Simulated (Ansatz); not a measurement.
## Stretching the linear Bi chain

Wanted: energy, moment and open channels of the linear Bi chain from 12 % compression to 30 % stretch.

Method: DFT PBE, plane waves, PAW; relaxation of a chain's period, in the first sound run; inputs show where later runs differ, in Ansatz 0.2.0.

## 1. Set-up

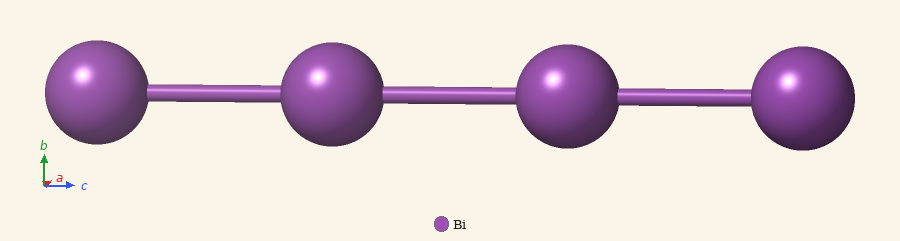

The starting structure, seen from the side, with the c axis across the page (bismuth purple). 1×1×3 cells are drawn. Some periodic images of atoms are drawn too.

The cell holds 1 atom: 1 Bi. Its edges and angles: a = 7.500 Å, b = 7.500 Å, c = 2.753 Å, α = 90.0°, β = 90.0°, γ = 90.0°. Vacuum lies along a and b. The structure's axis is c.

## 2. Relaxing the period

Band widths follow the bond lengths, so the chain is relaxed first. The atoms and the third cell vector are free; the box across stays fixed as vacuum. Moments are seeded so that a magnetic state can form if it lies lower. A Fermi-Dirac smearing is set since the result may be a metal. The pressure printed is a third of the stress's trace over the whole box, vacuum included; only the stress along the axis is relaxed.

Contents of input.yaml:

```yaml
crystal:
  lattice:
    - [7.5, 0.0, 0.0]
    - [0.0, 7.5, 0.0]
    - [0.0, 0.0, 2.7528]
  atoms:
    - { symbol: Bi, position: [0.5, 0.5, 0.0], spin: 0.5 }
magnetization:
  spin_polarized: true
kpoints:
  mp_grid: { grid: [1, 1, 30] }
scf:
  occupations: { method: fermi_dirac, width: 0.05 }
hamiltonian:
  xc: pbe
relax:
  cell: { fix: [a, b, alpha, beta, gamma] }
  max_steps: 60
```

Started as:

```sh
> ansatz run input.yaml --threads 4 --pin off --max-ram 8192MiB --backend cpu --events-out ev --progress --plain --runs-dir out
```

Numbers of over 12 decimals in the logs are rounded to 6 here.

Log:

```text
Engine: ansatz 0.2.0, aarch64-unknown-linux-gnu
Pseudopotentials: kind: paw
Pseudopotential: Bi, paw, valence charge 15, recommended cutoff 420 eV (normal), Bi.paw.azcp
Functional definition: PBE
  parameter kappa = 0.804
  parameter beta = 0.066725
  exchange = pbe_x(kappa = kappa, mu = beta*pi^2/3)
  correlation = pbe_c(beta = beta)
Crystal: 1 atoms, lattice volume = 154.845 Å³
Basis set: ecut = 420 eV, 3089 PW (Γ), exchange–correlation on 108×108×40 points (8 copies of the dense FFT grid, shifted against one another)
Bands: 12, of which v1, the nominal top of the filled ones, is band 8 counted from 1 (7 counted from 0)
Symmetry: 16 space group operations
Space group: P4/mmm (ITA 123), of the structure as read, at distance tolerance 5.4e-5 Å
Magnetic group: BNS 123.339 (UNI 999), of the structure as read, at distance tolerance 5.4e-5 Å
k-points: 16 of 30
Non-local potential: Bi, projectors of the file, l = 0: 2, l = 1: 2, l = 2: 2, l = 3: 2
PAW form: soft (Blöchl's): semilocal exchange-correlation on the pseudo side does not see the compensation charge
PAW one-centre angular grid: Bi, 590 points (default); XC on 64 Gauss nodes
Initial density: superposition of atomic densities (neutral atoms: chi_scale 0, normalization atom)
Starting moments: Σ|m| = 0.5 μB on 1 of 1 site
Initial wavefunctions: pseudopotential atomic-orbital guess
Functional: x = pbe(κ = 0.804, μ = 0.219515), c = pbe(β = 0.066725)
iter 1 solved again at ethr=5.56e-4 eV; its pass at ethr=3.10e-3 eV (dr2=8.34e-2 eV) is discarded
SCF iter   1: F=—  HF=-12395.342374 eV  |F-HF|=—  |Δ(HF+E_count)|=         —  Δρ=9.18e-3 (↑9.18e-3 ↓8.21e-3)  dr2=8.57e-2  dr2_m=9.76e-2  M=0.019 μB ∫|m|=0.021 μB  β_m=0.30  ethr=5.56e-4  ⟨swp⟩=1.3  Hψ=3253  notcnv=0
preconditioner: auto → none  [insulator: Δε(μ)=0.251 eV  Ē_g=7.186 eV  σ=0.050 eV  W_gap=0.85  n_scr=12 (ndim 8)  ℏωp=5.6 eV  f_vac=0.612  D(μ)=0.41/eV (n_scr^D=0)  ε∞_Penn≈1.6]
SCF iter   2: F=—  HF=-12395.333030 eV  |F-HF|=—  |Δ(HF+E_count)|=   9.34e-3  Δρ=6.39e-3 (↑6.39e-3 ↓5.73e-3)  dr2=3.07e-2  dr2_m=4.85e-2  M=0.012 μB ∫|m|=0.014 μB  β_m=0.30  ethr=5.56e-4  ⟨swp⟩=2.0  Hψ=476  notcnv=0
SCF iter   3: F=—  HF=-12395.328700 eV  |F-HF|=—  |Δ(HF+E_count)|=   4.33e-3  Δρ=4.17e-3 (↑4.17e-3 ↓4.09e-3)  dr2=5.67e-4  dr2_m=2.41e-2  M=0.008 μB ∫|m|=0.010 μB  β_m=0.30  ethr=2.05e-4  ⟨swp⟩=2.7  Hψ=645  notcnv=0
SCF iter   4: F=—  HF=-12395.332359 eV  |F-HF|=—  |Δ(HF+E_count)|=   3.66e-3  Δρ=2.93e-3 (↑2.89e-3 ↓2.93e-3)  dr2=9.00e-5  dr2_m=1.20e-2  M=0.006 μB ∫|m|=0.007 μB  β_m=0.30  ethr=3.78e-6  ⟨swp⟩=2.4  Hψ=628  notcnv=0
SCF iter   5: F=—  HF=-12395.334176 eV  |F-HF|=—  |Δ(HF+E_count)|=   1.82e-3  Δρ=2.07e-3 (↑2.02e-3 ↓2.07e-3)  dr2=7.72e-6  dr2_m=5.95e-3  M=0.004 μB ∫|m|=0.005 μB  β_m=0.30  ethr=6.00e-7  ⟨swp⟩=2.2  Hψ=571  notcnv=0
SCF iter   6: F=—  HF=-12395.335068 eV  |F-HF|=—  |Δ(HF+E_count)|=   8.92e-4  Δρ=1.44e-3 (↑1.44e-3 ↓1.44e-3)  dr2=2.31e-7  dr2_m=2.95e-3  M=0.003 μB ∫|m|=0.004 μB  β_m=0.30  ethr=5.15e-8  ⟨swp⟩=2.8  Hψ=674  notcnv=0
SCF iter   7: F=—  HF=-12395.335515 eV  |F-HF|=—  |Δ(HF+E_count)|=   4.47e-4  Δρ=1.02e-3 (↑1.02e-3 ↓1.01e-3)  dr2=5.28e-8  dr2_m=1.46e-3  M=0.002 μB ∫|m|=0.003 μB  β_m=0.30  ethr=1.54e-9  ⟨swp⟩=3.2  Hψ=715  notcnv=0
Mixer restart at iter 7: flushing history
spin-set hold released at iteration 7 (site moments contracting): the magnetisation degrees of freedom join the quasi-Newton model from the next iteration; the mixer history was flushed
SCF iter   8: F=—  HF=-12395.335740 eV  |F-HF|=—  |Δ(HF+E_count)|=   2.25e-4  Δρ=7.16e-4 (↑7.16e-4 ↓7.15e-4)  dr2=2.39e-8  dr2_m=7.27e-4  M=0.002 μB ∫|m|=0.002 μB  β_m=0.65  ethr=3.52e-10  ⟨swp⟩=3.5  Hψ=742  notcnv=0
SCF iter   9: F=—  HF=-12395.335968 eV  |F-HF|=—  |Δ(HF+E_count)|=   2.28e-4  Δρ=7.87e-6 (↑7.87e-6 ↓7.83e-6)  dr2=6.17e-10  dr2_m=8.74e-8  M=0.000 μB ∫|m|=0.000 μB  β_m=0.82  ethr=1.60e-10  ⟨swp⟩=4.8  Hψ=981  notcnv=0
SCF iter  10: F=—  HF=-12395.335982 eV  |F-HF|=—  |Δ(HF+E_count)|=   1.35e-5  Δρ=2.44e-6 (↑2.44e-6 ↓2.28e-6)  dr2=1.19e-10  dr2_m=7.90e-9  M=0.000 μB ∫|m|=0.000 μB  β_m=0.91  ethr=4.12e-12  ⟨swp⟩=4.7  Hψ=1116  notcnv=0
SCF iter  11: F=—  HF=-12395.335982 eV  |F-HF|=—  |Δ(HF+E_count)|=   1.62e-8  Δρ=2.43e-7 (↑1.97e-7 ↓2.43e-7)  dr2=2.31e-10  dr2_m=1.87e-11  M=0.000 μB ∫|m|=0.000 μB  β_m=0.82  ethr=1.00e-12  ⟨swp⟩=4.0  Hψ=1050  notcnv=0
SCF iter  12: F=-12395.335982 eV  HF=-12395.335982 eV  |F-HF|=1.82e-12  |Δ(HF+E_count)|=  8.00e-11  Δρ=6.44e-8 (↑6.44e-8 ↓6.19e-8)  dr2=1.21e-11  dr2_m=3.81e-12  M=0.000 μB ∫|m|=0.000 μB  ethr=1.00e-12  ⟨swp⟩=2.7  Hψ=790  notcnv=0
WARN: the starting moments were not kept: the SCF closed with an absolute magnetisation of 1.6e-6 μB, where they sum to 0.5 μB in size (1 site). That is at most 0.1 of that sum. Measured as dr2_m measures the in/out step, that magnetisation stands 2.8e-13 eV from none, at or under the dr2_threshold of 1.0e-7 eV: it is no larger than a step whose dr2_m would equal this threshold. The system may hold no moment; this SC [...]
SCF 1 converged in 12 iterations: F = -12395.335982 eV  dr2 = 1.21e-11
  greatest PAW one-centre occupation: 0.987 electrons in one spin orbital (limit 2), on the Bi atom at site 0 (counted from 0), in its partial waves of l = 2
relax step   1: F+E_penalty+E_count = -12395.33598190 eV  Δ(F+E_penalty+E_count) = +0.000e0 eV  max|allowed force component| = 0.000e0 eV/Å  Δτ_max = 0.0000 Å  P = +1.146 GPa  Ω = 154.845 Å³  fix = [a, b, alpha, beta, gamma]  reactions: a +0.269, b +0.269 GPa  (12 SCF iters, dr2 threshold 1.00e-7 eV, accepted)
Crystal: 1 atoms, lattice volume = 162.394 Å³
Basis set: ecut = 420 eV, 3185 PW (Γ), exchange–correlation on 108×108×40 points (8 copies of the dense FFT grid, shifted against one another)
Initial density: handed on by an earlier stage of this run
Starting moments: Σ|m| = 0.5 μB on 1 of 1 site; this step starts from the density that it was given
Initial wavefunctions: those handed on with the density
iter 1 solved again at ethr=4.00e-5 eV; its pass at ethr=3.10e-3 eV (dr2=6.00e-3 eV) is discarded
SCF iter   1: F=—  HF=-12395.382321 eV  |F-HF|=—  |Δ(HF+E_count)|=         —  Δρ=8.30e-4 (↑6.20e-4 ↓8.30e-4)  dr2=6.15e-3  dr2_m=1.64e-4  M=-0.003 μB ∫|m|=0.004 μB  β_m=0.30  ethr=4.00e-5  ⟨swp⟩=2.1  Hψ=3436  notcnv=0
preconditioner: auto → none  [insulator: Δε(μ)=0.259 eV  Ē_g=6.752 eV  σ=0.050 eV  W_gap=0.86  n_scr=12 (ndim 8)  ℏωp=5.4 eV  f_vac=0.631  D(μ)=0.58/eV (n_scr^D=0)  ε∞_Penn≈1.6]
[...]
SCF iter   4: F=-12395.383115 eV  HF=-12395.383115 eV  |F-HF|=1.62e-9  |Δ(HF+E_count)|=   1.38e-7  Δρ=1.60e-6 (↑1.60e-6 ↓1.31e-6)  dr2=6.54e-9  dr2_m=2.49e-9  M=0.000 μB ∫|m|=0.000 μB  β_m=0.63  ethr=5.02e-10  ⟨swp⟩=2.8  Hψ=1380  notcnv=0
iter 5 did not close the SCF: its close was put off for a magnetic moment that had not settled (scf_convergence_deferred on its scf_iter line)
SCF iter   5: F=-12395.383115 eV  HF=-12395.383115 eV  |F-HF|=6.29e-10  |Δ(HF+E_count)|=   1.11e-9  Δρ=6.70e-7 (↑6.70e-7 ↓5.05e-7)  dr2=1.91e-10  dr2_m=4.68e-10  M=0.000 μB ∫|m|=0.000 μB  β_m=0.81  ethr=4.36e-11  ⟨swp⟩=1.8  Hψ=1175  notcnv=0
SCF iter   6: F=-12395.383115 eV  HF=-12395.383115 eV  |F-HF|=5.46e-12  |Δ(HF+E_count)|=  7.79e-10  Δρ=8.36e-8 (↑5.63e-8 ↓8.36e-8)  dr2=6.54e-12  dr2_m=6.00e-12  M=0.000 μB ∫|m|=0.000 μB  ethr=1.27e-12  ⟨swp⟩=1.0  Hψ=1142  notcnv=0
the starting moments were not kept: the SCF closed with an absolute magnetisation of 1.4e-6 μB, where they sum to 0.5 μB in size (1 site). That is at most 0.1 of that sum. Measured as dr2_m measures the in/out step, that magnetisation stands 3.6e-13 eV from none, at or under the dr2_threshold of 1.0e-7 eV: it is no larger than a step whose dr2_m would equal this threshold.
SCF 3 converged in 6 iterations: F = -12395.383115 eV  dr2 = 6.54e-12
relax step   3: F+E_penalty+E_count = -12395.38311480 eV  Δ(F+E_penalty+E_count) = -3.121e-3 eV  max|allowed force component| = 0.000e0 eV/Å  Δτ_max = 0.0000 Å  P = +0.114 GPa  Ω = 161.147 Å³  energy of the carried Pulay correction = -3.516e-4 eV  fix = [a, b, alpha, beta, gamma]  reactions: a +0.270, b +0.270 GPa  (6 SCF iters, dr2 threshold 1.00e-7 eV, accepted)
[...]
relax step   4: F+E_penalty+E_count = -12395.38349512 eV  Δ(F+E_penalty+E_count) = -3.803e-4 eV  max|allowed force component| = 0.000e0 eV/Å  Δτ_max = 0.0000 Å  P = +0.179 GPa  Ω = 160.598 Å³  energy of the carried Pulay correction = -3.213e-4 eV  fix = [a, b, alpha, beta, gamma]  reactions: a +0.270, b +0.270 GPa  (6 SCF iters, dr2 threshold 9.75e-8 eV, accepted)
Initial wavefunctions: pseudopotential atomic-orbital guess (no wavefunctions were taken with the density)
iter 1 solved again at ethr=1.85e-7 eV; its pass at ethr=3.10e-3 eV (dr2=2.78e-5 eV) is discarded
SCF iter   1: F=—  HF=-12395.381708 eV  |F-HF|=—  |Δ(HF+E_count)|=         —  Δρ=7.64e-5 (↑7.64e-5 ↓7.64e-5)  dr2=1.01e-6  dr2_m=7.87e-13  M=0.000 μB ∫|m|=0.000 μB  β_m=0.30  ethr=1.85e-7  ⟨swp⟩=3.9  Hψ=3880  notcnv=0
preconditioner: auto → none  [insulator: Δε(μ)=0.321 eV  Ē_g=6.855 eV  σ=0.050 eV  W_gap=0.92  n_scr=12 (ndim 8)  ℏωp=5.5 eV  f_vac=0.628  D(μ)=0.43/eV (n_scr^D=0)  ε∞_Penn≈1.6]
SCF iter   2: F=—  HF=-12395.382744 eV  |F-HF|=—  |Δ(HF+E_count)|=   1.04e-3  Δρ=5.34e-5 (↑5.34e-5 ↓5.34e-5)  dr2=4.72e-7  dr2_m=5.43e-13  M=0.000 μB ∫|m|=0.000 μB  β_m=0.61  ethr=6.73e-9  ⟨swp⟩=2.1  Hψ=473  notcnv=0
SCF iter   3: F=—  HF=-12395.383752 eV  |F-HF|=—  |Δ(HF+E_count)|=   1.01e-3  Δρ=2.98e-6 (↑2.98e-6 ↓2.98e-6)  dr2=9.09e-9  dr2_m=4.68e-14  M=-0.000 μB ∫|m|=0.000 μB  β_m=0.60  ethr=3.15e-9  ⟨swp⟩=2.6  Hψ=586  notcnv=0
SCF iter   4: F=—  HF=-12395.383752 eV  |F-HF|=—  |Δ(HF+E_count)|=   4.68e-8  Δρ=6.07e-7 (↑6.05e-7 ↓6.07e-7)  dr2=1.05e-9  dr2_m=2.28e-14  M=-0.000 μB ∫|m|=0.000 μB  β_m=0.71  ethr=6.06e-11  ⟨swp⟩=2.6  Hψ=515  notcnv=0
SCF iter   5: F=—  HF=-12395.383753 eV  |F-HF|=—  |Δ(HF+E_count)|=   9.56e-7  Δρ=9.79e-8 (↑9.79e-8 ↓9.71e-8)  dr2=1.59e-10  dr2_m=2.18e-15  M=-0.000 μB ∫|m|=0.000 μB  β_m=0.68  ethr=6.98e-12  ⟨swp⟩=3.2  Hψ=653  notcnv=0
SCF iter   6: F=—  HF=-12395.383733 eV  |F-HF|=—  |Δ(HF+E_count)|=   2.04e-5  Δρ=1.73e-7 (↑1.73e-7 ↓1.73e-7)  dr2=1.60e-10  dr2_m=2.59e-16  M=-0.000 μB ∫|m|=0.000 μB  β_m=0.84  ethr=1.06e-12  ⟨swp⟩=4.0  Hψ=768  notcnv=0
SCF iter   7: F=—  HF=-12395.383733 eV  |F-HF|=—  |Δ(HF+E_count)|=  2.44e-10  Δρ=1.58e-7 (↑1.58e-7 ↓1.58e-7)  dr2=1.34e-10  dr2_m=1.21e-16  M=-0.000 μB ∫|m|=0.000 μB  β_m=0.92  ethr=1.06e-12  ⟨swp⟩=1.0  Hψ=384  notcnv=0
SCF iter   8: F=—  HF=-12395.383733 eV  |F-HF|=—  |Δ(HF+E_count)|=  6.75e-10  Δρ=1.10e-7 (↑1.10e-7 ↓1.10e-7)  dr2=6.01e-11  dr2_m=1.95e-17  M=-0.000 μB ∫|m|=0.000 μB  β_m=0.68  ethr=1.00e-12  ⟨swp⟩=1.6  Hψ=420  notcnv=0
SCF iter   9: F=-12395.383733 eV  HF=-12395.383733 eV  |F-HF|=3.46e-11  |Δ(HF+E_count)|=  6.28e-10  Δρ=2.75e-8 (↑2.75e-8 ↓2.75e-8)  dr2=3.95e-12  dr2_m=1.01e-17  M=-0.000 μB ∫|m|=0.000 μB  ethr=1.00e-12  ⟨swp⟩=4.6  Hψ=1598  notcnv=0
the starting moments were not kept: the SCF closed with an absolute magnetisation of 2.1e-9 μB, where they sum to 0.5 μB in size (1 site). That is at most 0.1 of that sum. Measured as dr2_m measures the in/out step, that magnetisation stands 5.1e-19 eV from none, at or under the dr2_threshold of 1.0e-11 eV: it is no larger than a step whose dr2_m would equal this threshold.
SCF 5 converged in 9 iterations: F = -12395.383733 eV  dr2 = 3.95e-12
relax step   5: F+E_penalty+E_count = -12395.38373283 eV  Δ(F+E_penalty+E_count) = -2.377e-4 eV  max|allowed force component| = 0.000e0 eV/Å  Δτ_max = 0.0000 Å  P = +0.177 GPa  Ω = 160.598 Å³  fix = [a, b, alpha, beta, gamma]  reactions: a +0.269, b +0.269 GPa  stress off target by 8.51e-3 GPa on what of the cell is left free  SCF on the basis re-selected at this cell (its energy is not comparable with the rows above)  (9 SCF iters)
basis re-selected at this cell: Δ(F+E_penalty+E_count) = -2.377e-4 eV, ΔP = -0.002 GPa vs the last step (what re-selecting the basis moved, of the pressure what is left beyond the Pulay correction that the steps carried, after the strain that the cell walked since its last selection, with what the two solves' SCF thresholds leave and, on support functions, any second-order correction that the steps lacked; it is no measure of the basis error at this ecutwfc). This SCF's stress stands 8.51e-3 GPa from its target on what of the cell is left free (relax.cell.stress_tol is 5.00e-2 GPa) and its largest allowed force component is 0.00e0 eV/Å (relax.f_tol is 1.00e-2 eV/Å): [rest of the remark cut]
SCF converged after 9 iterations
Magnetization: -0.0000 μB (7.5000 up, 7.5000 down)
Absolute magnetization: 0.0000 μB (∫|ρ↑−ρ↓|, with the PAW one-centre terms)
Spin contamination: 0.0000 ħ² per cell (⟨S²⟩ above its minimum at these occupations)
Per-site moments (μB) at R_I (Å): [(-2.238541833254975e-11, 1.177718)]
Free energy (F): -12395.383733 eV
Harris-Foulkes:  -12395.383733 eV  (|F-HF|=3.46e-11)
Internal energy: -12395.378856 eV  (E = F + TS)
E sigma→0 (E₀):  -12395.381294 eV
Entropy (-TS):   -0.004877 eV (-4.877 meV/atom)
Fermi energy:    -1.397226 eV
--- Per-component energies (eV) ---
  E_band       = -271.893739
  E_kinetic    = 301.665408
  E_local      = -3136.486209  (includes V_loc(G=0)·N_el)
  E_nonlocal   = 559.235236
  E_hartree    = 1216.003505
  E_xc         = -149.750121
  E_vxc        = -142.135384  (∫ρ·V_xc dr)
  E_paw        = -10663.293258  (= ΣΔE_a)
  E_vpaw       = -286.179395  (= ΣTr[D̂ρ^β])
  E_aug_tail   = -0.000437  (compensation charges beyond the density's cutoff)
  E_ewald      = -522.752981
  E_smearing   = -0.004877  (= −TS)
  E_closure    = -0.000000  (closes the sum)
  Σ components = -12395.383733   (vs F -12395.383733, Δ=0.00e0)
--- Forces (eV/Å), atoms counted from 1 ---
  atom   1  Bi     0.00000000    -0.00000000     0.00000000
  max |Σ_I F_I| component: 1.89e-28 eV/Å
--- Stress (GPa, compression-positive) ---
        0.269472       0.000000       0.000000
        0.000000       0.269472       0.000000
        0.000000       0.000000      -0.008515
  P = ⅓ Tr σ = 0.1768 GPa (1.768 kbar)
--- Relaxed structure (4 steps of the walk, 4 accepted, 1 SCFs on fresh bases) ---
  F+E_penalty+E_count = -12395.38373283 eV   max|allowed force component| = 0.000e0 eV/Å   (the final SCF, on the basis selected at the relaxed cell)
  cell:  # Å, volume = 160.5979 Å³
    - [7.5, 0.0, 0.0]
    - [0.0, 7.5, 0.0]
    - [0.0, 0.0, 2.855074]
  atoms:
    - { symbol: Bi, position: [0.5, 0.5, 0.0] }
```

The job ended after 5.5 s (4 threads of Arm Neoverse V2, shared host; peak memory 0.4 GiB).

The steps of the relaxation:

```csv
step,energy less that of the first step (eV),largest force component (eV/Å),pressure (GPa),volume (Å³)
1,0.0000,0.0000,1.15,154.84
2,-0.0440,0.0000,-0.01,162.39
3,-0.0471,0.0000,0.11,161.15
4,-0.0475,0.0000,0.18,160.60
5*,-0.0478,0.0000,0.18,160.60
```

Relaxation steps marked * repeat the geometry before them on a plane-wave basis chosen anew for their cell, so energy and pressure can jump there.

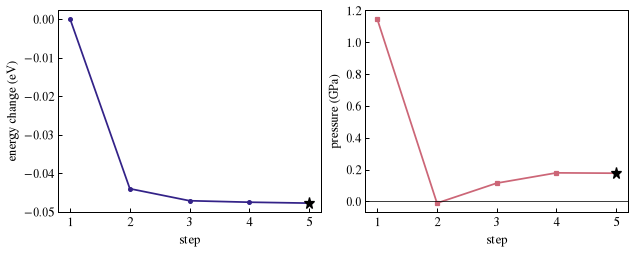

Energy and pressure along the relaxation. Stars mark steps on a basis chosen anew.

| cell as run | before | after | change |
| --- | --- | --- | --- |
| c (Å) | 2.753 | 2.855 | +3.7 % |

Final coordinates:

```xyz
1
Lattice="7.5000 0.0000 0.0000 0.0000 7.5000 0.0000 0.0000 0.0000 2.8551" Properties=species:S:1:pos:R:3
Bi    3.7500    3.7500    0.0000
```

Numbers from this step:

* energy at zero smearing: -12395.3813 eV
* cell length along the wire: 2.855 Å

The cell's length comes to 2.855 Å with no moment.

[end of part 1 of 3]

[Logs are printed without paths, hosts, clocks, repeated set-up lines and the standing remarks that a program may print on its own settings, such as how far it seeks lower states.]

[Hosts, paths, dates, database ids (printed as entryN), source tags and the programs' standing remarks are cut or masked in the printed files.]
